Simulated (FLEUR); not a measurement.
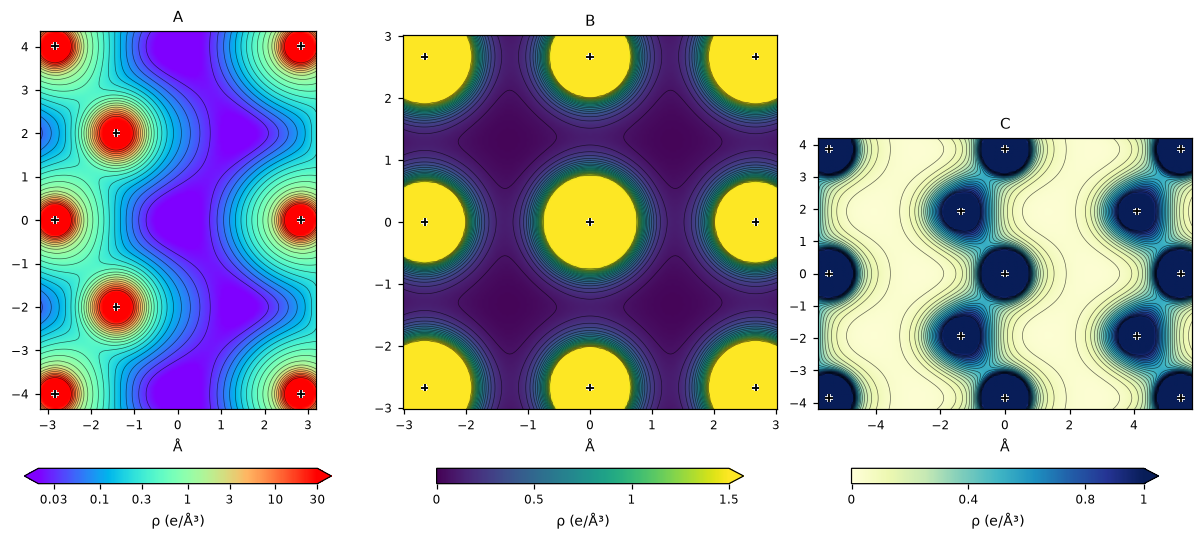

The total electron density of 3 systems, each on a plane through atoms (crosses mark nuclei in the plane).

Theory: Kohn-Sham DFT of a periodic cell, PBEsol, all-electron in FLEUR MaX-R8.1 (later development tree).

System 1: GaP, the (110) plane of the conventional cell. Space group F-43m.

```
Ga P
1.0
     5.45050    0.00000    0.00000
     0.00000    0.00000   -5.45050
     0.00000    5.45050    0.00000
Ga P
4 4
Direct
  0.50000 0.50000 0.00000
  0.00000 0.50000 0.50000
  0.00000 0.00000 0.00000
  0.50000 0.00000 0.50000
  0.75000 0.75000 0.25000
  0.25000 0.75000 0.75000
  0.25000 0.25000 0.25000
  0.75000 0.25000 0.75000
```

System 2: ZnSe, the (110) plane of the conventional cell. Space group F-43m.

```xyz
8
Lattice="5.6676 0.0000 0.0000 0.0000 0.0000 -5.6676 0.0000 5.6676 0.0000" Properties=species:S:1:pos:R:3 pbc="T T T"
Se    4.2507    1.4169   -4.2507
Se    1.4169    4.2507   -4.2507
Se    1.4169    1.4169   -1.4169
Se    4.2507    4.2507   -1.4169
Zn    2.8338    0.0000   -2.8338
Zn    0.0000    2.8338   -2.8338
Zn    0.0000    0.0000    0.0000
Zn    2.8338    2.8338    0.0000
```

System 3: KF, the (001) plane of the conventional cell. Space group Fm-3m.

**Which map belongs to which system?**

Panel A is system 2, ZnSe: the plane holds Se and Zn. Zn–Se (2.45 Å): the density is about 0.46 e/Å³ at the midpoint. Panel B is system 3, KF: the plane holds K and F. K–F (2.67 Å): ρ is about 0.12 e/Å³ halfway. Panel C is system 1, GaP: the plane holds Ga and P. Ga–P (2.36 Å): ρ at the midpoint is about 0.55 e/Å³.
